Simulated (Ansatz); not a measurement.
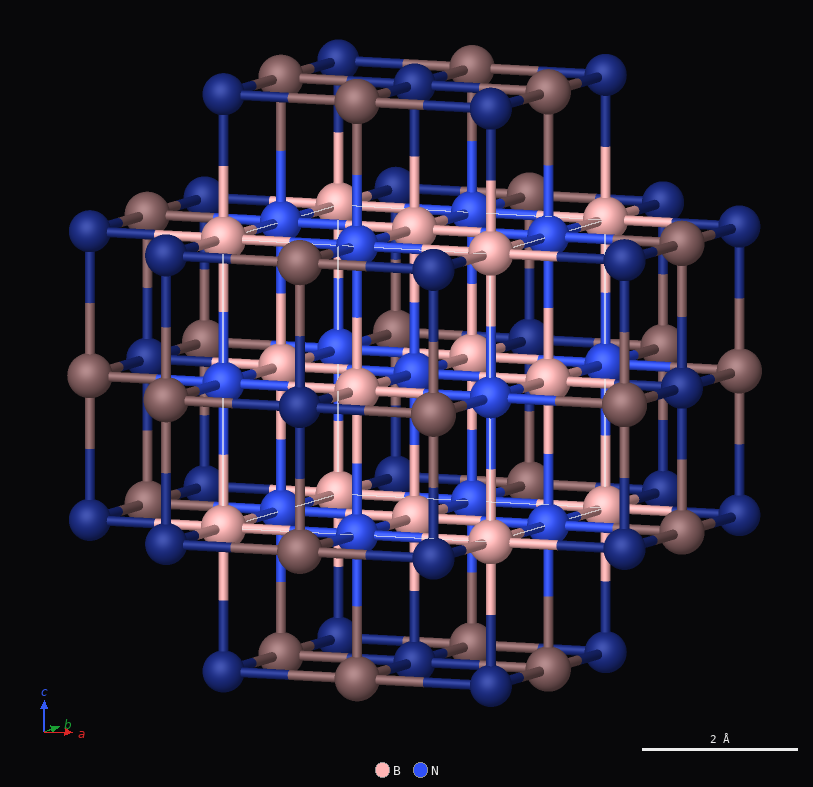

We look at a ball-and-stick model of the crystal slightly off an axis. Lines trace the edges of the conventional unit cell. The bonded neighbours beyond the faces are included, in fainter colours.

BN, space group Fm-3m (No. 225), a = 3.78 Å, b = 3.78 Å, c = 3.78 Å, α = 90.00°, β = 90.00°, γ = 90.00°.

Run with DFT r2SCAN, scalar-relativistic, plane waves, PAW in Ansatz and these settings: plane waves to 500 eV, k-points about 0.14 Å⁻¹ apart, Gaussian smearing of 0.1 eV, no spin polarisation.

What is the band gap, if any?

A metal: bands cross the Fermi level.

State the hydrostatic pressure.

The computed pressure is -58.2 GPa (stretched: it would shrink).

The initial geometry was a structure listed in the Materials Project, with elements exchanged, so it need not be a known form of the compound. The cell was then strained or its atoms displaced on purpose. It was run through Ansatz as a DFT input.

At this level of theory the cell isn't at rest (stretched, at -58 GPa), so its distances can differ from those at equilibrium, the more so the softer the solid.
